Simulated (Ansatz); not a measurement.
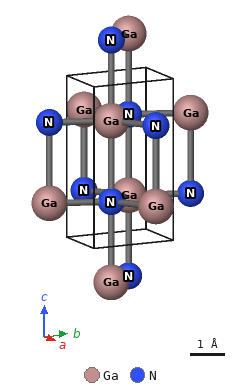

A crystal of GaN (built on the h-MgO (five-fold) type), before the relaxation. Style: ball-and-stick. Shown: the cell of the calculation, slightly off an axis.

The calculation used DFT, r2SCAN, plane waves, PAW (Ansatz).

The input:
```yaml
crystal:
  lattice:
    - [3.3251632008, 0.0, 0.0]
    - [-1.6625816004, 2.8796758036, 0.0]
    - [0.0, 0.0, 4.8805743234]
  atoms:
    - { symbol: Ga, position: [0.3333333333, 0.6666666667, 0.25] }
    - { symbol: Ga, position: [0.6666666667, 0.3333333333, 0.75] }
    - { symbol: "N", position: [0.6666666667, 0.3333333333, 0.25] }
    - { symbol: "N", position: [0.3333333333, 0.6666666667, 0.75] }
kpoints:
  mp_grid: { grid: [12, 12, 6] }
hamiltonian:
  xc: r2scan
scf:
  occupations: { method: fermi_dirac, width: 0.02 }
relax:
  f_tol: 0.005
  cell: {}
```

Launched with:
```bash
ansatz run input.yaml --threads 2 --pin off --max-ram 2211MiB --backend cpu --events-out ev --progress --plain --runs-dir out
```

Predict the outcome.

Answer. Over 4 accepted moves (5 points after the start) the energy falls by 8.3 meV per atom. All forces vanish by symmetry, so only the cell relaxes. Pressure: −6.17 GPa at the start and −0.01 GPa at the end. The SCF was repeated once at an unchanged geometry on a basis and grid sized afresh for the cell, which shifted the energy by 0.2 meV per atom at most. The atoms keep their places relative to the cell (all moves are under 0.005 Å). The drawn cell changes as follows: a = b 3.325 → 3.300 Å (−0.8 %), c 4.881 → 4.756 Å (−2.6 %); the volume changes by −4.0 %. Among the contacts that change: Ga1–N4 2.440 → 2.378 Å, Ga1–N3 1.920 → 1.905 Å. The space group stays P6_3/mmc (No. 194). Cost: 46 s on 2 threads of Arm Neoverse N1 (shared host), peak memory 0.48 GiB.

Step by step:

```tsv
step	E − E(0), meV/atom	pressure, GPa	volume, Å³/atom	note
0	0.00	-6.17	11.683	
1	-7.65	-1.87	11.366	
2	-8.52	0.27	11.214	
3	-8.54	0.09	11.221	
4	-8.56	0.01	11.213	
5	-8.31	-0.01	11.213	same geometry, new basis
```

The structure at the end:

```
Ga N
1.0
     3.30003    0.00000    0.00000
    -1.65002    2.85791    0.00000
     0.00000    0.00000    4.75587
Ga N
2 2
Direct
  0.33333 0.66667 0.25000
  0.66667 0.33333 0.75000
  0.66667 0.33333 0.25000
  0.33333 0.66667 0.75000
```

The end point in the same view:

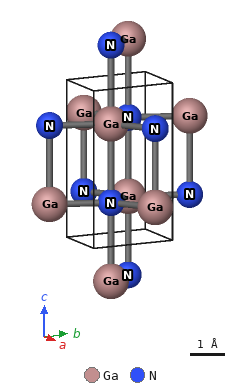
